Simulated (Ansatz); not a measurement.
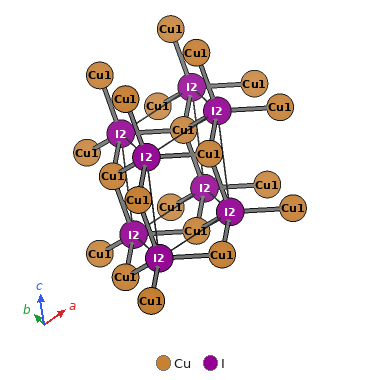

The system is CuI (F-43m, No. 216; 2 atoms in the cell); the picture shows the reference structure. 
- The energy is mapped over volume and the cell's shape.
- The first coordinate is: volume per atom; the second: c/a of the conventional cell.
- Nothing is relaxed (symmetry fixes all fractional coordinates).
- The scan uses a 7 × 7 grid.
- Points are written as (first, second).
- Energies are in meV/atom, from the lowest grid point.
- Method: DFT PBE, scalar-relativistic, plane waves, PAW in Ansatz. Settings: cutoff 520 eV, k-mesh 8×8×8, gaussian smearing 0.05 eV, no spin polarisation.

Its coordinates:

```yaml
crystal:
  lattice:
    - [0.00000, 3.03896, 3.03896]
    - [3.03896, 0.00000, 3.03896]
    - [3.03896, 3.03896, 0.00000]
  atoms:
    - { symbol: Cu, position: [0.75000, 0.75000, 0.75000] }
    - { symbol: I, position: [0.00000, 0.00000, 0.00000] }
```

Range: volume per atom from 23.57 to 32.56 Å³; c/a of the conventional cell from 0.886 to 1.128.

Predict the map.

The lowest grid point is at (28.07 Å³, 1.000). No other kind of well shows on this grid. The highest grid point, (23.57 Å³, 1.128), lies 138 meV/atom above the lowest. Round the minimum the two coordinates are nearly uncoupled. The gap on the k-mesh is 1.1 eV at the lowest point and runs from 0.7 to 1.6 eV over the map.

```
c/a of the conventional cell ↓, volume per atom →  23.57  25.07  26.57  28.07  29.56  31.06  32.56
                                            1.128    138     63     27     17     26     50     83
                                            1.084    131     55     18      7     16     39     72
                                            1.041    127     51     13      2     10     33     66
                                            1.000    126     50     11      0      9     31     64
                                            0.961    127     51     13      2     10     33     66
                                            0.923    130     54     17      6     15     38     71
                                            0.886    133     59     23     13     23     47     80
```

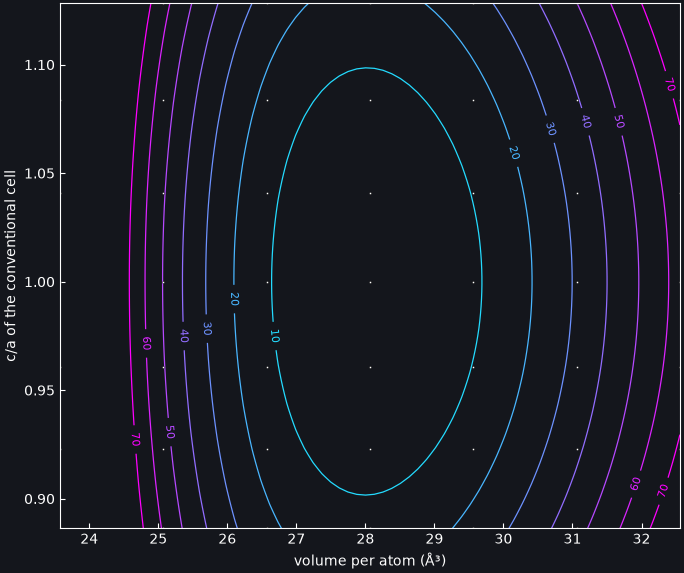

Drawn: contour lines labelled in meV/atom (none above 70), dots at the grid points. Between grid points the surface is interpolated.

Time for the 49 points that were run: 8 min on 1 thread of Arm Neoverse V1, on a shared host.
